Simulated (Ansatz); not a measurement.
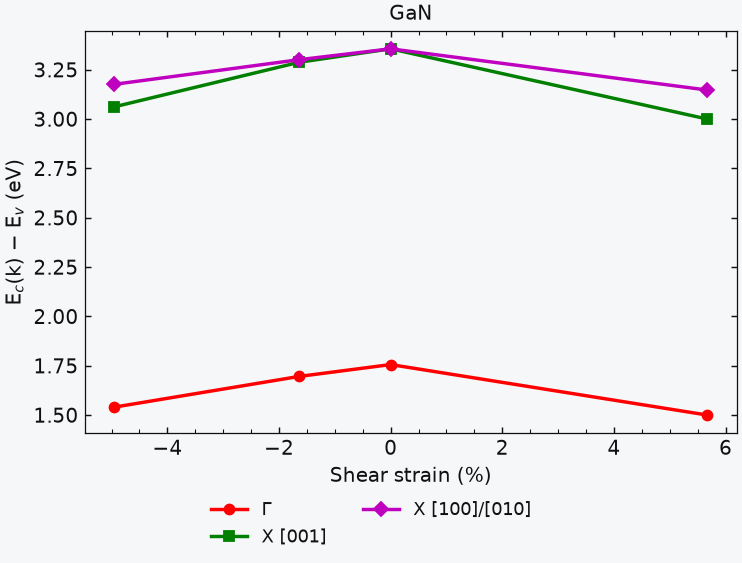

Lowest conduction level at each named k point, counted from the valence-band top at Γ.

System: zincblende GaN, space group F-43m, 2 atoms in the primitive cell, relaxed with r2SCAN; unstrained, cubic a = 4.498 Å. The cell is sheared in the xy plane (engineering strain), and the atoms are relaxed again with r2SCAN. Points keep the names of the unstrained cell; those that the strain makes unlike carry their directions on the cubic axes x, y, z. Method: PBE, Ansatz PAW set, no spin polarisation, no spin-orbit coupling, 10×10×10 k mesh, 420 eV cutoff (Ansatz 0.2.0).

> How does the strain split the X points of the conduction band?

Unstrained, the X points are equivalent. At +5.67 % the lowest conduction level is 3.00 eV at X [001] and 3.15 eV at X [100]/[010] above the valence top, a splitting of 0.15 eV, or 26 meV for each 1 % of strain on average.

> Which of these conduction levels is lowest, and does that change?

The lowest is the one at Γ, over the whole range, so among these points the gap stays direct.

The values:
```csv
strain,Γ (eV),X [001] (eV),X [100]/[010] (eV)
−4.95 %,1.54,3.06,3.18
−1.64 %,1.70,3.29,3.30
0 %,1.76,3.36,3.36
+5.67 %,1.50,3.00,3.15
```

The strain splits the threefold valence top at Γ, and levels count from its highest part. LDA, GGA and most meta-GGA functionals understate gaps. The usual form of GaN is wurtzite.
